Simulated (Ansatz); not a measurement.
Geometry relaxation, with input and output: Sr17O15 (charge −1) (part 1 of 3)

The run: geometry relaxation of Sr17O15 (defect cell, 32 atoms in the cell, total charge −1). Method and program: DFT PBE, scalar-relativistic, plane waves, PAW, spin-polarised (Ansatz 0.2.0).

The structure derives from a Materials Project entry. It belongs to a series of runs on one base structure; here: Sr on a O site (a), charge -1, atoms relaxed at the host's cell.

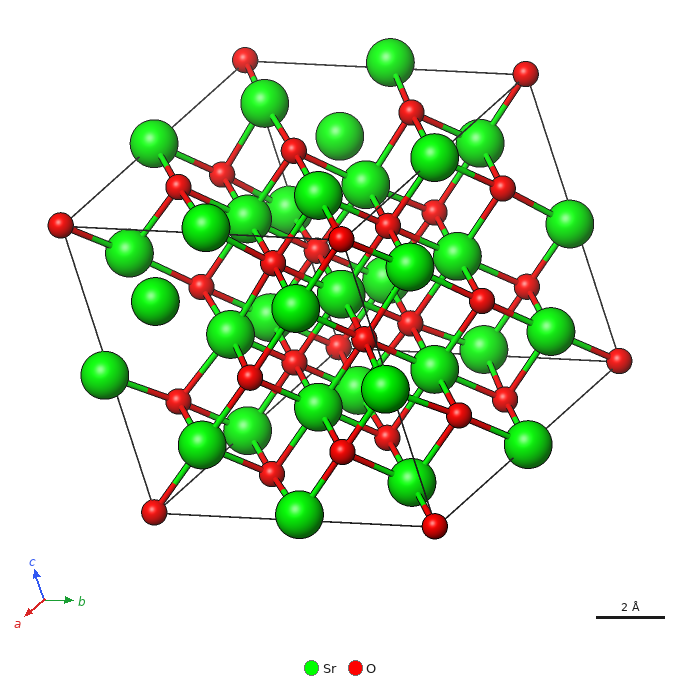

Fig. 1: The structure as given in the input (ball-and-stick view of the cell of the calculation, seen at an oblique angle).

**Key numbers**

```tsv
quantity	value
outcome	converged
electrons treated	261
free energy	−68787.3210 eV
Fermi energy	11.112 eV
gap on the k-point mesh	none (metallic)
net moment of the cell	1.00 μB
integrated absolute moment	1.12 μB
final volume	560.78 Å³
largest force (length of the vector) at the end	0.010 eV/Å
hardware	4 threads of Arm Neoverse V1, 24 GiB of memory available, shared host
wall time	82 s (CPU time 5.2 min)
peak memory	1.9 GiB
```

**Input**
```yaml
crystal:
  lattice:
    - [5.194904041, -5.194904041, -5.194904041]
    - [-5.194904041, 5.194904041, -5.194904041]
    - [5.194904041, 5.194904041, 5.194904041]
  atoms:
    - { symbol: Sr, position: [0.7297293546, 0.25, 0.4797293546], spin: 0.143 }
    - { symbol: Sr, position: [0.7297293546, -0.0202706454, 0.75], spin: 0.143 }
    - { symbol: Sr, position: [0.5, 0.5, 0.5] }
    - { symbol: Sr, position: [0.75, 0.75, 0.0] }
    - { symbol: Sr, position: [0.5, 0.25, 0.75] }
    - { symbol: Sr, position: [0.75, 0.5, 0.25] }
    - { symbol: Sr, position: [0.5, 0.0, 0.0] }
    - { symbol: Sr, position: [0.25, 0.75, 0.5] }
    - { symbol: Sr, position: [0.2702706454, 0.5202706454, 0.75], spin: 0.143 }
    - { symbol: Sr, position: [0.5, 0.75, 0.25] }
    - { symbol: Sr, position: [0.0, -0.0202706454, 0.4797293546], spin: 0.143 }
    - { symbol: Sr, position: [0.2702706454, 0.25, 0.0202706454], spin: 0.143 }
    - { symbol: Sr, position: [0.25, 0.0, 0.25] }
    - { symbol: Sr, position: [0.0, 0.75, 0.75] }
    - { symbol: Sr, position: [0.0, 0.5202706454, 0.0202706454], spin: 0.143 }
    - { symbol: Sr, position: [0.0, 0.25, 0.25] }
    - { symbol: Sr, position: [0.0, 0.25, 0.75], spin: 0.143 }
    - { symbol: O, position: [0.0, -0.0030708601, 0.0030708601] }
    - { symbol: O, position: [0.7469291399, 0.5030708601, 0.75] }
    - { symbol: O, position: [0.0, 0.75, 0.25] }
    - { symbol: O, position: [0.7469291399, 0.25, 0.0030708601] }
    - { symbol: O, position: [0.0, 0.5030708601, 0.4969291399] }
    - { symbol: O, position: [0.7469291399, -0.0030708601, 0.2438582799] }
    - { symbol: O, position: [0.5, 0.75, 0.75] }
    - { symbol: O, position: [0.5061417201, 0.5030708601, 0.0030708601] }
    - { symbol: O, position: [0.7469291399, 0.7438582799, 0.4969291399] }
    - { symbol: O, position: [0.2530708601, -0.0030708601, 0.75] }
    - { symbol: O, position: [0.5, 0.25, 0.25] }
    - { symbol: O, position: [0.4938582799, -0.0030708601, 0.4969291399] }
    - { symbol: O, position: [0.2530708601, 0.7561417201, 0.0030708601] }
    - { symbol: O, position: [0.2530708601, 0.5030708601, 0.2561417201] }
    - { symbol: O, position: [0.2530708601, 0.25, 0.4969291399] }
  host:
    lattice:
      - [0.0, 2.5974520205, 2.5974520205]
      - [2.5974520205, 0.0, 2.5974520205]
      - [2.5974520205, 2.5974520205, 0.0]
    atoms:
      - { symbol: Sr, position: [0.5, 0.5, 0.5] }
      - { symbol: O, position: [0.0, 0.0, 0.0] }
total_charge: -1
basis:
  ecutwfc: 420
  xc_grid: 2
kpoints:
  mp_grid: { grid: [2, 2, 2], shift: [0.5, 0.5, 0.5] }
hamiltonian:
  xc: pbe
scf:
  occupations: { method: gaussian, width: 0.01 }
output:
  forces: true
  stress: false
  eigenvalues: true
  populations: true
  charged_corrections:
    defect_position: [0.0, 0.25, 0.75]
    epsilon: [[20.9683, 0.0, 0.0], [0.0, 20.9683, 0.0], [0.0, 0.0, 20.9683]]
  write_density: true
  write_potential: true
  elf: true
  volumetric_format: npy
magnetization:
  spin_polarized: true
relax:
  adjacent_minimum: "off"
  f_tol: 0.025
  max_steps: 45
```

Launch command:
```bash
ansatz run input.yaml --threads 4 --pin off --max-ram 6144MiB --backend cpu --events-out ev --progress --plain --runs-dir out
```

**Log**
```
Engine: ansatz 0.2.0, aarch64-unknown-linux-gnu
Pseudopotentials: kind: paw
Pseudopotential: Sr, paw, valence charge 10, recommended cutoff 420 eV (normal), Sr.paw.azcp
Pseudopotential: O, paw, valence charge 6, recommended cutoff 420 eV (normal), O.paw.azcp
Functional definition: PBE
  parameter kappa = 0.804
  parameter beta = 0.06672455060314922
  exchange = pbe_x(kappa = kappa, mu = beta*pi^2/3)
  correlation = pbe_c(beta = beta)
Crystal: 32 atoms, lattice volume = 560.780 Å³
Basis set: ecut = 420 eV, 10889 PW (Γ), exchange–correlation on 128×128×128 points (8 copies of the dense FFT grid, shifted against one another)
Bands: 164, of which v1, the nominal top of the filled ones, is band 131 counted from 1 (130 counted from 0)
Symmetry: 48 space group operations
Space group: Im-3m (ITA 229), of the structure as read, at distance tolerance 8.2e-5 Å
Magnetic group: BNS 229.140 (UNI 1642), of the structure as read, at distance tolerance 8.2e-5 Å
k-points: 2 of 8
Non-local potential: Sr, projectors of the file, l = 0: 3, l = 1: 2, l = 2: 2
Non-local potential: O, projectors of the file, l = 0: 2, l = 1: 2, l = 2: 1
PAW form: soft (Blöchl's): semilocal exchange-correlation on the pseudo side does not see the compensation charge
PAW one-centre angular grid: Sr, 110 points (default); XC on 64 Gauss nodes
PAW one-centre angular grid: O, 110 points (default); XC on 64 Gauss nodes
Initial density: superposition of atomic densities (chi_scale 0.1, normalization cell, long waves kept (reshape's long-wave potential 0.35 eV rms))
Starting moments: Σ|m| = 1.001 μB on 7 of 32 sites
Initial wavefunctions: pseudopotential atomic-orbital guess
Functional: x = pbe(κ = 0.804, μ = 0.2195149727645171), c = pbe(β = 0.06672455060314922)
SCF iter   1: F=—  HF=-68813.502449 eV  |F-HF|=—  |Δ(HF+E_count)|=         —  Δρ=7.39e-2 (↑7.16e-2 ↓7.39e-2)  dr2=2.68e2  dr2_m=4.16e-2  M=0.480 μB ∫|m|=0.527 μB  β_m=0.30  ethr=3.10e-3  ⟨swp⟩=10.5  Hψ=4388  notcnv=0  defer=51
preconditioner: auto → Resta (q_TF=auto, 2.402 Å⁻¹)  ε∞=3.8  [insulator: Δε(μ)=0.018 eV  Ē_g=14.031 eV  σ=0.010 eV  W_gap=0.63  n_scr=134 (ndim 8)  ℏωp=23.6 eV  f_vac=0.000  D(μ)=45.69/eV (n_scr^D=554)  ε∞_Penn≈3.8]
spin=Collinear: Resta preconditioning applied to the charge; magnetization (m = ρ↑ − ρ↓) channel mixes plain (no charge-response kernel on spin).
SCF iter   2: F=—  HF=-68787.316762 eV  |F-HF|=—  |Δ(HF+E_count)|=    2.62e1  Δρ=1.51e-2 (↑1.45e-2 ↓1.51e-2)  dr2=5.80e0  dr2_m=1.81e-2  M=0.500 μB ∫|m|=0.510 μB  β_m=0.30  ethr=3.10e-3  ⟨swp⟩=5.0  Hψ=1529  notcnv=0  defer=110
SCF iter   3: F=—  HF=-68786.946152 eV  |F-HF|=—  |Δ(HF+E_count)|=   3.71e-1  Δρ=1.01e-2 (↑9.70e-3 ↓1.01e-2)  dr2=2.59e0  dr2_m=9.70e-3  M=0.500 μB ∫|m|=0.519 μB  β_m=0.30  ethr=2.22e-3  ⟨swp⟩=2.0  Hψ=771  notcnv=0  defer=110
SCF iter   4: F=—  HF=-68787.051626 eV  |F-HF|=—  |Δ(HF+E_count)|=   1.05e-1  Δρ=4.92e-3 (↑4.88e-3 ↓4.92e-3)  dr2=3.73e-1  dr2_m=5.39e-3  M=0.500 μB ∫|m|=0.534 μB  β_m=0.30  ethr=9.94e-4  ⟨swp⟩=4.0  Hψ=1318  notcnv=0  defer=113
SCF iter   5: F=—  HF=-68787.136706 eV  |F-HF|=—  |Δ(HF+E_count)|=   8.51e-2  Δρ=2.20e-3 (↑2.20e-3 ↓1.99e-3)  dr2=7.01e-2  dr2_m=2.97e-3  M=0.500 μB ∫|m|=0.551 μB  β_m=0.30  ethr=1.43e-4  ⟨swp⟩=4.0  Hψ=1089  notcnv=0  defer=113
SCF iter   6: F=—  HF=-68787.162889 eV  |F-HF|=—  |Δ(HF+E_count)|=   2.62e-2  Δρ=1.23e-3 (↑1.23e-3 ↓1.11e-3)  dr2=1.45e-2  dr2_m=1.64e-3  M=0.500 μB ∫|m|=0.565 μB  β_m=0.30  ethr=2.68e-5  ⟨swp⟩=3.0  Hψ=821  notcnv=0  defer=113
Mixer restart at iter 6: flushing history
spin-set hold released at iteration 6 (site moments contracting): the magnetisation degrees of freedom join the quasi-Newton model from the next iteration; the mixer history was flushed
SCF iter   7: F=—  HF=-68787.165165 eV  |F-HF|=—  |Δ(HF+E_count)|=   2.28e-3  Δρ=8.11e-4 (↑8.11e-4 ↓7.22e-4)  dr2=6.23e-3  dr2_m=9.25e-4  M=0.500 μB ∫|m|=0.579 μB  β_m=0.53  ethr=5.55e-6  ⟨swp⟩=3.2  Hψ=970  notcnv=0  defer=113
SCF iter   8: F=—  HF=-68787.172010 eV  |F-HF|=—  |Δ(HF+E_count)|=   6.85e-3  Δρ=3.21e-4 (↑3.21e-4 ↓3.19e-4)  dr2=1.20e-3  dr2_m=1.28e-4  M=0.500 μB ∫|m|=0.613 μB  β_m=0.55  ethr=2.39e-6  ⟨swp⟩=3.5  Hψ=1054  notcnv=0  defer=113
SCF iter   9: F=—  HF=-68787.173588 eV  |F-HF|=—  |Δ(HF+E_count)|=   1.58e-3  Δρ=1.00e-4 (↑1.00e-4 ↓8.30e-5)  dr2=1.58e-4  dr2_m=1.42e-5  M=0.500 μB ∫|m|=0.634 μB  β_m=0.78  ethr=4.60e-7  ⟨swp⟩=2.5  Hψ=1160  notcnv=0  defer=113
SCF iter  10: F=—  HF=-68787.173883 eV  |F-HF|=—  |Δ(HF+E_count)|=   2.95e-4  Δρ=4.10e-5 (↑4.10e-5 ↓3.82e-5)  dr2=3.01e-5  dr2_m=6.35e-7  M=0.500 μB ∫|m|=0.649 μB  β_m=0.68  ethr=6.05e-8  ⟨swp⟩=2.8  Hψ=1079  notcnv=0  defer=113
SCF iter  11: F=—  HF=-68787.173882 eV  |F-HF|=—  |Δ(HF+E_count)|=   1.11e-6  Δρ=1.38e-5 (↑1.27e-5 ↓1.38e-5)  dr2=2.20e-6  dr2_m=2.81e-7  M=0.501 μB ∫|m|=0.651 μB  β_m=0.71  ethr=5.99e-9  ⟨swp⟩=25.8  Hψ=8398  notcnv=0
SCF iter  12: F=—  HF=-68787.173883 eV  |F-HF|=—  |Δ(HF+E_count)|=   6.18e-7  Δρ=4.29e-6 (↑4.29e-6 ↓3.28e-6)  dr2=1.13e-7  dr2_m=4.83e-8  M=0.501 μB ∫|m|=0.652 μB  β_m=0.85  ethr=8.42e-10  ⟨swp⟩=10.5  Hψ=4617  notcnv=0
SCF iter  13: F=-68787.173883 eV  HF=-68787.173883 eV  |F-HF|=3.45e-8  |Δ(HF+E_count)|=   1.08e-7  Δρ=1.35e-6 (↑1.04e-6 ↓1.35e-6)  dr2=4.40e-8  dr2_m=3.83e-9  M=0.501 μB ∫|m|=0.652 μB  ethr=4.32e-11  ⟨swp⟩=10.8  Hψ=4284  notcnv=0
SCF 1 converged in 13 iterations: F = -68787.173883 eV  dr2 = 4.40e-8
  greatest PAW one-centre occupation: 0.987 electrons in one spin orbital (limit 2), on the Sr atom at site 12 (counted from 0), in its partial waves of l = 0
relax step   1: F+E_penalty+E_count = -68787.17388258 eV  Δ(F+E_penalty+E_count) = +0.000e0 eV  max|allowed force component| = 5.853e-1 eV/Å  Δτ_max = 0.0000 Å  (13 SCF iters, dr2 threshold 1.56e-5 eV, accepted)
Initial density: handed on by an earlier stage of this run
Starting moments: Σ|m| = 1.001 μB on 7 of 32 sites; this step starts from the density that it was given
Initial wavefunctions: those handed on with the density
iter 1 solved again at ethr=1.18e-3 eV; its pass at ethr=3.10e-3 eV (dr2=3.09e0 eV) is discarded
SCF iter   1: F=—  HF=-68787.696384 eV  |F-HF|=—  |Δ(HF+E_count)|=         —  Δρ=6.72e-3 (↑6.72e-3 ↓5.93e-3)  dr2=3.16e0  dr2_m=7.67e-3  M=1.000 μB ∫|m|=1.024 μB  β_m=0.30  ethr=1.18e-3  ⟨swp⟩=1.0  Hψ=2762  notcnv=0  defer=103
preconditioner: auto → Resta (q_TF=auto, 2.402 Å⁻¹)  ε∞=3.7  [insulator: Δε(μ)=0.085 eV  Ē_g=14.506 eV  σ=0.010 eV  W_gap=0.83  n_scr=134 (ndim 8)  ℏωp=23.6 eV  f_vac=0.000  D(μ)=53.00/eV (n_scr^D=674)  ε∞_Penn≈3.7]
spin=Collinear: Resta preconditioning applied to the charge; magnetization (m = ρ↑ − ρ↓) channel mixes plain (no charge-response kernel on spin).
SCF iter   2: F=—  HF=-68787.203136 eV  |F-HF|=—  |Δ(HF+E_count)|=   4.93e-1  Δρ=3.78e-3 (↑3.78e-3 ↓3.23e-3)  dr2=7.74e-1  dr2_m=3.51e-3  M=1.000 μB ∫|m|=1.032 μB  β_m=0.43  ethr=1.18e-3  ⟨swp⟩=3.0  Hψ=703  notcnv=0  defer=103
SCF iter   3: F=—  HF=-68787.034879 eV  |F-HF|=—  |Δ(HF+E_count)|=   1.68e-1  Δρ=1.56e-3 (↑1.56e-3 ↓1.44e-3)  dr2=5.24e-2  dr2_m=5.44e-4  M=1.000 μB ∫|m|=1.049 μB  β_m=0.43  ethr=2.97e-4  ⟨swp⟩=3.2  Hψ=941  notcnv=0  defer=117
SCF iter   4: F=—  HF=-68787.026697 eV  |F-HF|=—  |Δ(HF+E_count)|=   8.18e-3  Δρ=7.14e-4 (↑7.14e-4 ↓6.35e-4)  dr2=7.34e-3  dr2_m=1.66e-4  M=1.000 μB ∫|m|=1.058 μB  β_m=0.61  ethr=2.01e-5  ⟨swp⟩=3.0  Hψ=1007  notcnv=0  defer=117
SCF iter   5: F=—  HF=-68787.024360 eV  |F-HF|=—  |Δ(HF+E_count)|=   2.34e-3  Δρ=1.44e-4 (↑1.25e-4 ↓1.44e-4)  dr2=4.56e-4  dr2_m=5.85e-6  M=1.000 μB ∫|m|=1.067 μB  β_m=0.76  ethr=2.81e-6  ⟨swp⟩=2.8  Hψ=1204  notcnv=0  defer=117
SCF iter   6: F=—  HF=-68787.024392 eV  |F-HF|=—  |Δ(HF+E_count)|=   3.27e-5  Δρ=8.86e-5 (↑8.86e-5 ↓8.06e-5)  dr2=1.37e-4  dr2_m=1.80e-7  M=1.000 μB ∫|m|=1.067 μB  β_m=0.67  ethr=1.75e-7  ⟨swp⟩=2.0  Hψ=866  notcnv=0  defer=117
SCF iter   7: F=—  HF=-68787.024376 eV  |F-HF|=—  |Δ(HF+E_count)|=   1.59e-5  Δρ=3.59e-5 (↑3.24e-5 ↓3.59e-5)  dr2=2.19e-5  dr2_m=5.05e-8  M=1.000 μB ∫|m|=1.068 μB  β_m=0.60  ethr=5.25e-8  ⟨swp⟩=2.0  Hψ=872  notcnv=0  defer=117
SCF iter   8: F=-68787.024376 eV  HF=-68787.024375 eV  |F-HF|=8.36e-7  |Δ(HF+E_count)|=   1.09e-6  Δρ=9.63e-6 (↑8.67e-6 ↓9.63e-6)  dr2=1.38e-6  dr2_m=1.56e-8  M=1.000 μB ∫|m|=1.068 μB  ethr=8.20e-9  ⟨swp⟩=20.0  Hψ=6149  notcnv=0
SCF 2 converged in 8 iterations: F = -68787.024376 eV  dr2 = 1.38e-6
[... from here on the iterations of each SCF are left out, up to the last one ...]
relax step   2: F+E_penalty+E_count = -68787.02437610 eV  Δ(F+E_penalty+E_count) = +1.495e-1 eV  max|allowed force component| = 8.935e-1 eV/Å  Δτ_max = 0.1046 Å  (8 SCF iters, dr2 threshold 2.14e-5 eV, rejected (line search))
preconditioner: auto → Resta (q_TF=auto, 2.402 Å⁻¹)  ε∞=3.6  [insulator: Δε(μ)=0.244 eV  Ē_g=14.670 eV  σ=0.010 eV  W_gap=0.83  n_scr=134 (ndim 8)  ℏωp=23.6 eV  f_vac=0.000  D(μ)=53.00/eV (n_scr^D=674)  ε∞_Penn≈3.6]
spin=Collinear: Resta preconditioning applied to the charge; magnetization (m = ρ↑ − ρ↓) channel mixes plain (no charge-response kernel on spin).
SCF 3 converged in 10 iterations: F = -68787.317893 eV  dr2 = 1.92e-9
relax step   3: F+E_penalty+E_count = -68787.31789284 eV  Δ(F+E_penalty+E_count) = -1.440e-1 eV  max|allowed force component| = 1.101e-1 eV/Å  Δτ_max = 0.0376 Å  (10 SCF iters, accepted)
preconditioner: auto → Resta (q_TF=auto, 2.402 Å⁻¹)  ε∞=3.6  [insulator: Δε(μ)=0.192 eV  Ē_g=14.605 eV  σ=0.010 eV  W_gap=0.83  n_scr=134 (ndim 8)  ℏωp=23.6 eV  f_vac=0.000  D(μ)=53.00/eV (n_scr^D=674)  ε∞_Penn≈3.6]
spin=Collinear: Resta preconditioning applied to the charge; magnetization (m = ρ↑ − ρ↓) channel mixes plain (no charge-response kernel on spin).
SCF 4 converged in 8 iterations: F = -68787.320955 eV  dr2 = 6.82e-9
  greatest PAW one-centre occupation: 0.987 electrons in one spin orbital (limit 2), on the Sr atom at site 7 (counted from 0), in its partial waves of l = 0
relax step   4: F+E_penalty+E_count = -68787.32095475 eV  Δ(F+E_penalty+E_count) = -3.062e-3 eV  max|allowed force component| = 9.558e-3 eV/Å  Δτ_max = 0.0101 Å  (8 SCF iters, dr2 threshold 7.57e-7 eV, accepted)
iter 1 solved again at ethr=2.47e-12 eV; its pass at ethr=3.10e-3 eV (dr2=6.45e-9 eV) is discarded
SCF iter   1: F=—  HF=-68787.320955 eV  |F-HF|=—  |Δ(HF+E_count)|=         —  Δρ=6.29e-7 (↑6.29e-7 ↓5.54e-7)  dr2=6.77e-9  dr2_m=1.03e-11  M=1.000 μB ∫|m|=1.124 μB  β_m=0.30  ethr=2.47e-12  ⟨swp⟩=2.2  Hψ=1866  notcnv=0
preconditioner: auto → Resta (q_TF=auto, 2.402 Å⁻¹)  ε∞=3.6  [insulator: Δε(μ)=0.200 eV  Ē_g=14.611 eV  σ=0.010 eV  W_gap=0.83  n_scr=134 (ndim 8)  ℏωp=23.6 eV  f_vac=0.000  D(μ)=53.00/eV (n_scr^D=674)  ε∞_Penn≈3.6]
spin=Collinear: Resta preconditioning applied to the charge; magnetization (m = ρ↑ − ρ↓) channel mixes plain (no charge-response kernel on spin).
SCF iter   2: F=-68787.320955 eV  HF=-68787.320955 eV  |F-HF|=7.28e-11  |Δ(HF+E_count)|=   1.35e-9  Δρ=1.39e-7 (↑1.39e-7 ↓9.30e-8)  dr2=2.74e-10  dr2_m=7.28e-12  M=1.000 μB ∫|m|=1.124 μB  ethr=2.47e-12  ⟨swp⟩=7.0  Hψ=3258  notcnv=0
SCF 5 converged in 2 iterations: F = -68787.320955 eV  dr2 = 2.74e-10
  greatest PAW one-centre occupation: 0.987 electrons in one spin orbital (limit 2), on the Sr atom at site 6 (counted from 0), in its partial waves of l = 0
relax step   5: F+E_penalty+E_count = -68787.32095476 eV  Δ(F+E_penalty+E_count) = -4.569e-9 eV  max|allowed force component| = 9.565e-3 eV/Å  Δτ_max = 0.0000 Å  (2 SCF iters, accepted)
```

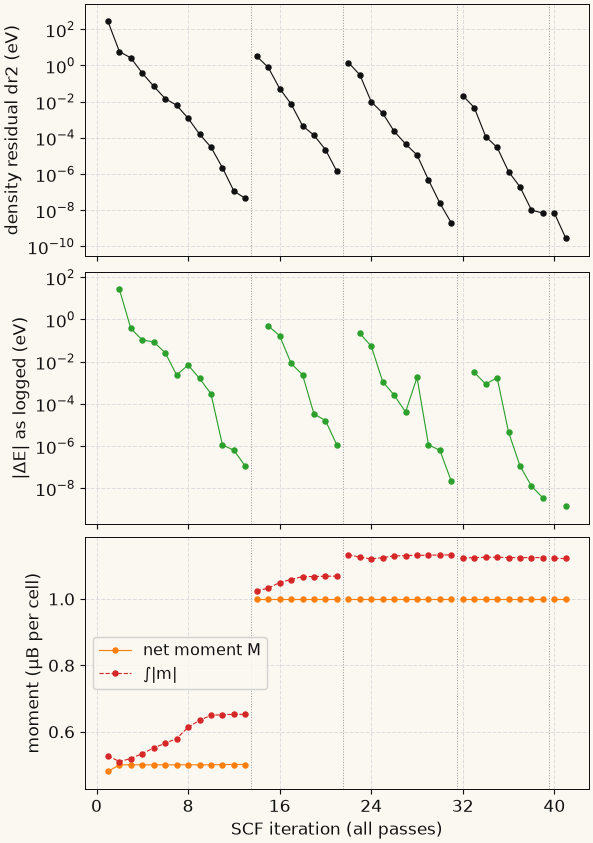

Fig. 2: Convergence of the self-consistent field: density residual dr2, size of the energy change and magnetic moment against the SCF iteration. The dotted lines part the SCF passes of the relaxation: geometry steps, rejected trials and re-solves on a re-selected basis. The 5 passes take 2 to 13 iterations each, 41 in all. The net moment goes from 0.5 to 1.0 μB per cell.

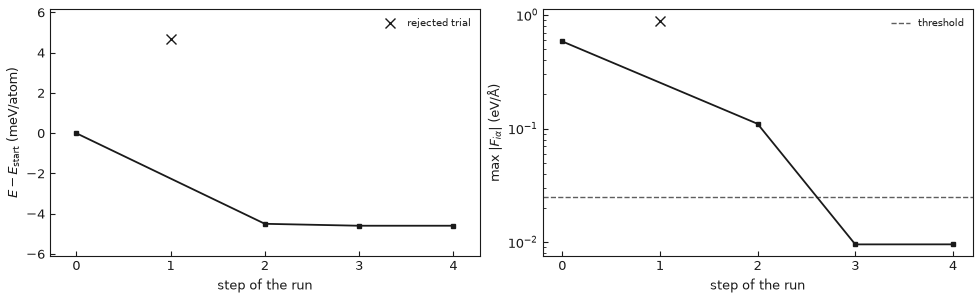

Fig. 3: Progress of the relaxation, step by step (the first geometry is step 0 here and step 1 in the log).

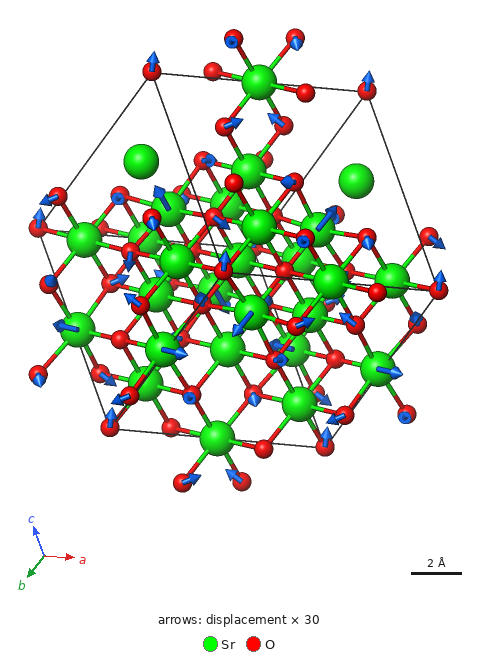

Fig. 4: The starting structure with the displacements as blue arrows, magnified 30 times (ball-and-stick view of the cell of the calculation, with bonded neighbours outside it, seen at an oblique angle). After 4 geometry steps the energy has fallen by 4.6 meV per atom. Largest force component: 0.59 eV/Å at the start, 0.0096 eV/Å at the end. The line search rejected the trial step at point 1 (counted from 0) and went back. The largest moves, 0.048 Å, are those of Sr1, Sr2, Sr9, Sr11, Sr12 and Sr15. By element the largest moves are Sr 0.048 Å, O 0.029 Å. The cell stays as it was. Distances before and after: Sr11–O20 2.387 → 2.435 Å, Sr13–O18 2.566 → 2.546 Å, Sr11–O23 2.635 → 2.652 Å. Among the angles that change: O19–Sr1–O23 172.2° → 175.2°, Sr12–O31–Sr15 97.8° → 94.8°. (Atoms are counted from 1 in the order of the input.)
